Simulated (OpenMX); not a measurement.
## Energy of K along an even scaling of the cell

System: K (Im-3m, 1 atom in the cell).
Method: Kohn-Sham DFT of a periodic cell, PBE, OpenMX 2013 PBE set, no spin polarisation (OpenMX 3.8.5).

The 7 runs differ only in the geometry, by an even scaling of the cell at fixed fractional positions. The structure derives from a Materials Project entry.

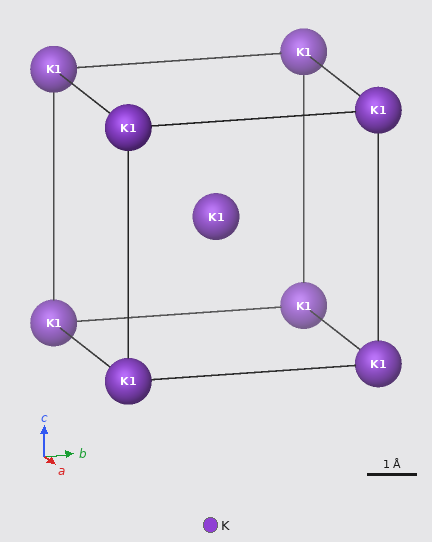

Figure 1. The structure of run 4 (ball-and-stick view of the cell 2 times as large as that of the calculation, set on its symmetry axes, seen slightly off an axis; atoms are numbered from 1 in the order of the input). An atom can appear more than once, as a periodic image.

**Input of run 4**
```
System.CurrrentDirectory             ./
System.Name                          K
DATA.PATH                            ./DFT_DATA13
level.of.stdout                      1
level.of.fileout                     0
Species.Number                       1
<Definition.of.Atomic.Species
  K   K10.0-s3p2             K_PBE13
Definition.of.Atomic.Species>

Atoms.Number                         1
Atoms.SpeciesAndCoordinates.Unit     FRAC
<Atoms.SpeciesAndCoordinates
    1  K     0.0000000000    0.0000000000    0.0000000000   4.500  4.500
Atoms.SpeciesAndCoordinates>

Atoms.UnitVectors.Unit               Ang
<Atoms.UnitVectors
    -2.6975585167    2.6975585167    2.6975585167
     2.6975585167   -2.6975585167    2.6975585167
     2.6975585167    2.6975585167   -2.6975585167
Atoms.UnitVectors>

scf.XcType                           GGA-PBE
scf.SpinPolarization                 off
scf.ElectronicTemperature            580.226
scf.energycutoff                     300.0
scf.maxIter                          100
scf.EigenvalueSolver                 band
scf.Kgrid                            7 7 7
scf.Mixing.Type                      rmm-diisk
scf.Init.Mixing.Weight               0.05
scf.Min.Mixing.Weight                0.001
scf.Max.Mixing.Weight                0.3
scf.Mixing.History                   25
scf.Mixing.StartPulay                8
scf.criterion                        1.0e-8
scf.stress.tensor                    on
MD.Type                              nomd
Band.dispersion                      on
Band.Nkpath                          6
<Band.kpath
   13   0.000000  0.000000  0.000000    0.500000 -0.500000  0.500000  G H
    9   0.500000 -0.500000  0.500000    0.000000  0.000000  0.500000  H N
    9   0.000000  0.000000  0.500000    0.000000  0.000000  0.000000  N G
   11   0.000000  0.000000  0.000000    0.250000  0.250000  0.250000  G P
   11   0.250000  0.250000  0.250000    0.500000 -0.500000  0.500000  P H
    6   0.250000  0.250000  0.250000    0.000000  0.000000  0.500000  P N
Band.kpath>
```

Command:
```bash
openmx K.dat -nt 1 > K.std
```

Lattice vectors (Å) and fractional positions of run 4:
```
  -2.697559    2.697559    2.697559
   2.697559   -2.697559    2.697559
   2.697559    2.697559   -2.697559
K   0.000000  0.000000  0.000000
```

Run 5 has the same physical settings and fractional positions; its lattice vectors (Å) are:
```
  -2.715424    2.715424    2.715424
   2.715424   -2.715424    2.715424
   2.715424    2.715424   -2.715424
```

**Results, with one run withheld**

```tsv
run	volume per atom (Å³)	free energy per atom, from the lowest run given (meV)
1	73.807	0.60
2	75.378	0.00
3	76.948	0.18
4	78.519	1.19
5	80.089	?
6	81.659	5.11
7	83.230	7.96
```

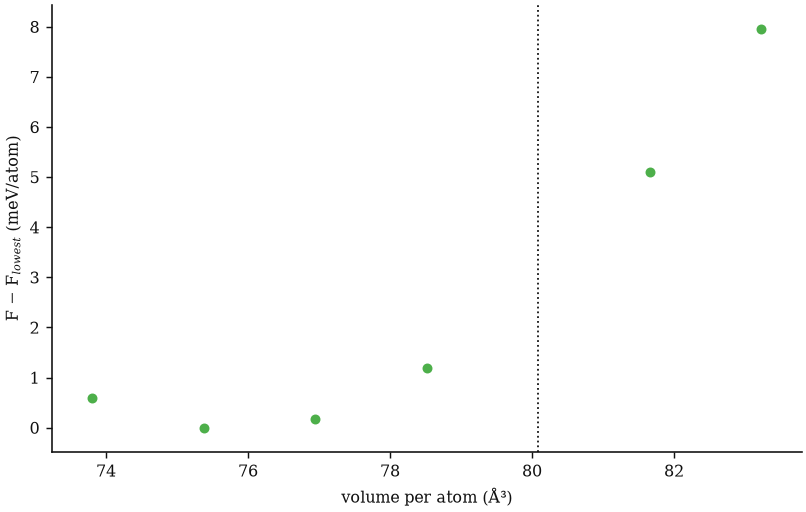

Figure 2. Free energy per atom of the runs given; the dotted line marks run 5.

What should run 5 give?

A cubic polynomial in V^(−2/3) (the Birch–Murnaghan form), fitted to the 6 runs given, misses them by at most 0.02 meV per atom. With x = V^(−2/3) − 0.05471 Å⁻², it reads F = 0.87924 − 1585.1 x + 6.8873e+05 x² − 1.5799e+06 x³ (meV per atom). At run 5 it gives 2.83 meV per atom, and the run itself gives 2.81. The fit has its minimum at 75.733 Å³ per atom, where V d²F/dV² gives 4.01 GPa: the bulk modulus at this level, since symmetry fixes the shape and the positions.

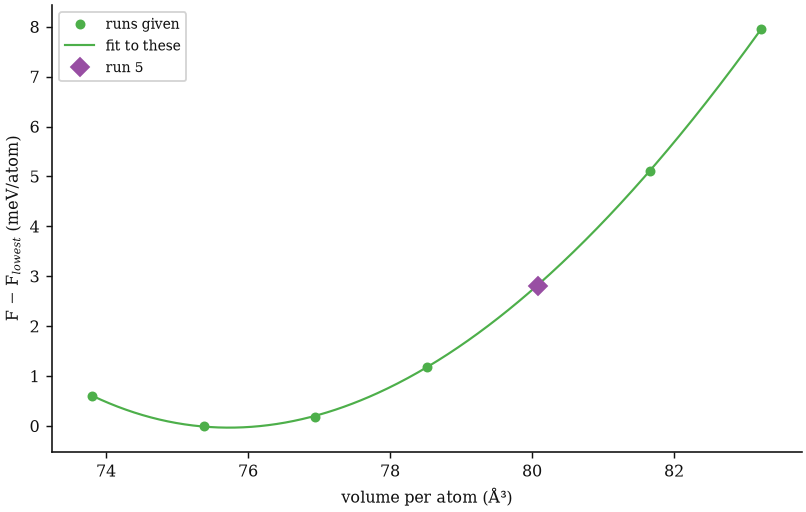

Figure 3. The fit and the withheld run.

**Some lines of the output (run 5)**
```
[...]
  Cell_Volume =    540.467139052627 (Bohr^3)
        Total energy (Hartree) at MD = 1
   kloop=0
   kloop=1
   kloop=171
```

Notes: With a small basis of atomic orbitals these values can differ much from converged plane-wave results.
